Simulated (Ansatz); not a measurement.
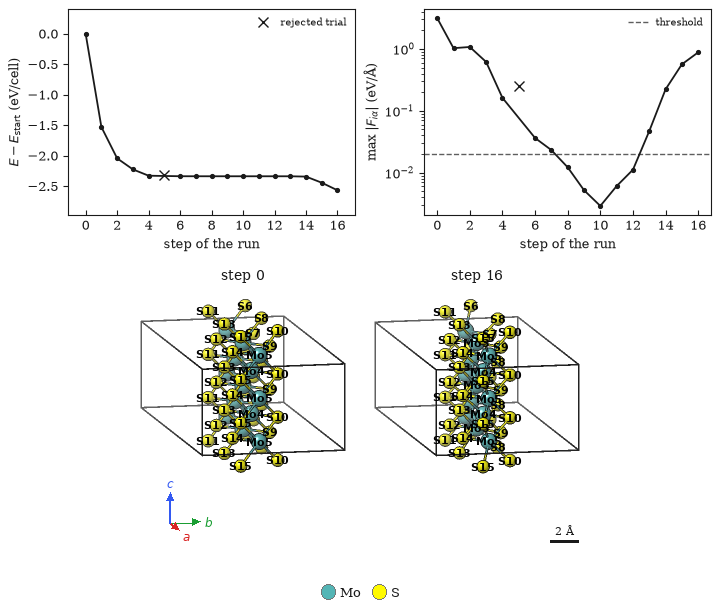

First and last geometry of a relaxation of a wire of composition MoS2, with the history of the run. A ball-and-stick model of the 2 repeat of the cell, with the vacuum cut short (origin shifted), seen slightly off an axis.

Case: zigzag ribbon, 5 formula units a period, edge spins opposed.

The calculation used DFT PBE, scalar-relativistic, plane waves, PAW (Ansatz 0.2.0).

Input file:
```yaml
crystal:
  lattice:
    - [21.9, 0.0, 0.0]
    - [0.0, 12.5, 0.0]
    - [0.0, 0.0, 3.1930929251]
  atoms:
    - { symbol: Mo, position: [0.2474612247, 0.5, 0.5], spin: 1.0 }
    - { symbol: Mo, position: [0.3737306123, 0.5, 0.0] }
    - { symbol: Mo, position: [0.5, 0.5, 0.5] }
    - { symbol: Mo, position: [0.6262693877, 0.5, 0.0] }
    - { symbol: Mo, position: [0.7525387753, 0.5, 0.5], spin: -1.0 }
    - { symbol: S, position: [0.2053714288, 0.6266793047, 1.0], spin: 1.0 }
    - { symbol: S, position: [0.3316408165, 0.6266793047, 0.5] }
    - { symbol: S, position: [0.4579102041, 0.6266793047, 0.0] }
    - { symbol: S, position: [0.5841795918, 0.6266793047, 0.5] }
    - { symbol: S, position: [0.7104489794, 0.6266793047, 1.0] }
    - { symbol: S, position: [0.2895510206, 0.3733206953, 0.0] }
    - { symbol: S, position: [0.4158204082, 0.3733206953, 0.5] }
    - { symbol: S, position: [0.5420897959, 0.3733206953, 0.0] }
    - { symbol: S, position: [0.6683591835, 0.3733206953, 0.5] }
    - { symbol: S, position: [0.7946285712, 0.3733206953, 1.0], spin: -1.0 }
basis:
  ecutwfc: 420
kpoints:
  mp_grid: { grid: [1, 1, 28] }
hamiltonian:
  xc: pbe
scf:
  occupations: { method: gaussian, width: 0.05 }
  lower_state_search: "off"
output:
  forces: true
  stress: true
  eigenvalues: true
  populations: true
  write_density: true
  write_potential: true
  elf: true
  volumetric_format: npy
magnetization:
  spin_polarized: true
relax:
  adjacent_minimum: "off"
  f_tol: 0.02
  max_steps: 45
  cell: { fix: [a, b, alpha, beta, gamma], stress_tol: 0.03 }
```

Launched with:
```bash
ansatz run input.yaml --threads 4 --pin off --max-ram 11264MiB --backend cpu --events-out ev --progress --plain --runs-dir out
```

Question: Read the history and describe the run.

Answer: The run was cut off at its time limit before the relaxation converged, so the last structure is only a point on the way. The largest move relative to the centre of the atoms is that of S6, 0.74 Å. By element the largest moves are S 0.74 Å, Mo 0.36 Å. Along the periodic axis the drawn cell goes c 6.386 → 6.330 Å (−0.9 %). Near-neighbour distances that change, for instance: Mo2–Mo3 3.193 → 2.750 Å, Mo4–Mo5 3.193 → 2.895 Å, Mo1–S7 2.430 → 2.254 Å, Mo3–S9 2.430 → 2.599 Å. Bond angles that change, for instance: S10–Mo5–S15 180.0° → 146.1°, S6–Mo1–S11 180.0° → 147.6°, S6–Mo1–S7 82.1° → 109.3°. Over 15 accepted moves (16 points after the start) the energy falls by 2.567 eV per cell of the calculation. The largest force component goes from 3.1 to 0.88 eV/Å. The line search rejected the trial step at point 5 of the run. The program noted that the starting moments weren't kept. The run took 39 min on 4 threads of Intel(R) Xeon(R) Platinum 8259CL CPU @ 2.50GHz (Skylake/Cascade Lake), on a shared host, peak memory 3.1 GiB.

```
step  E − E(0), meV/atom  largest force component, eV/Å      note
   0                0.00                         3.1382          
   1             -101.93                         1.0273          
   2             -136.16                         1.0738          
   3             -148.24                         0.6156          
   4             -155.16                         0.1620          
   5             -154.62                         0.2479  rejected
   6             -155.73                         0.0364          
   7             -155.76                         0.0232          
   8             -155.77                         0.0122          
   9             -155.77                         0.0052          
  10             -155.77                         0.0029          
  11             -155.77                         0.0061          
  12             -155.77                         0.0112          
  13             -155.79                         0.0470          
  14             -156.13                         0.2225          
  15             -162.82                         0.5637          
  16             -171.10                         0.8798
```
